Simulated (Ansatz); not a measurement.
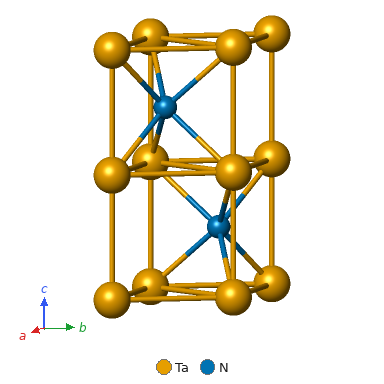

System: a slab cut from TaN (slab content Ta₁₀N₁₀), space group P6_3/mmc (No. 194). The picture shows the bulk cell.

The given structure:
```
CELL_PARAMETERS angstrom
2.88950 0.00000 0.00000
-1.44470 2.50240 0.00000
0.00000 0.00000 5.86080
ATOMIC_POSITIONS crystal
Ta 0.00000 0.00000 0.00000
Ta 0.00000 0.00000 0.50000
N 0.33333 0.66667 0.25000
N 0.66667 0.33333 0.75000
```

Calculation (Ansatz 0.2.0): spacing and rumpling of the atomic planes of a slab cut from the relaxed bulk cell along the Miller plane (conventional indices), bottom to top, after all atoms relax, plane waves with PAW datasets, Γ-centred k mesh. Level: PBEsol, no spin polarisation.

- space group in which the indices count: 194
- Miller index h: 1
- Miller index k: 0
- Miller index l: 0
- top plane: N
- bottom plane: N
- planes: 15
- surface cell: (1, 1)
- slab thickness as cut: 11.68 Å
- vacuum: 15 Å
- surface area: 16.93 Å²
- surface a: 2.889 Å
- surface b: 5.861 Å
- surface angle: 90 °
- slab atoms: 20
- wave cutoff: 420 eV
- k mesh: 12×6×1
- occupations: Gaussian
- smearing width: 0.1 eV
- boundary: dipole corrected

What does the calculation give for the spacing change of each pair of planes? The cases: 1–2; 2–3; 3–4; 4–5; 5–6; 6–7; 7–8; 8–9; 9–10; 10–11; 11–12; 12–13; 13–14; 14–15.

The least value, −0.208 Å, is that of 1–2 and 14–15, and the largest, 0.036 Å, that of 5–6 and 10–11. In rising order: 1–2 (−0.208), 14–15 (−0.208), 2–3 (−0.045), 13–14 (−0.045), 6–7 (−0.024), 9–10 (−0.024), 4–5 (−0.017), 11–12 (−0.017), 7–8 (0.012), 8–9 (0.012), 3–4 (0.029), 12–13 (0.029), 5–6 (0.036), 10–11 (0.036), in Å. The spacing to next, in Å, is 0.626 for 1–2, 0.790 for 2–3, 0.863 for 3–4, 0.817 for 4–5, 0.871 for 5–6, 0.810 for 6–7, 0.846 for 7–8, 0.846 for 8–9, 0.810 for 9–10, 0.871 for 10–11, 0.817 for 11–12, 0.863 for 12–13, 0.790 for 13–14 and 0.626 for 14–15. The content of the two planes is N and Ta2 for 1–2, Ta2 and N for 2–3, N and N for 3–4, N and Ta2 for 4–5, Ta2 and N for 5–6, N and N for 6–7, N and Ta2 for 7–8, Ta2 and N for 8–9, N and N for 9–10, N and Ta2 for 10–11, Ta2 and N for 11–12, N and N for 12–13, N and Ta2 for 13–14 and Ta2 and N for 14–15.

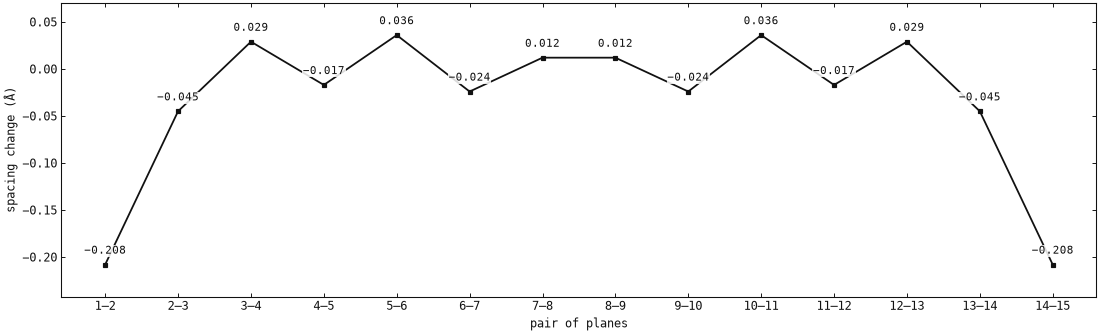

Note: k mesh lowers the symmetry; xc potential rough in thin density.
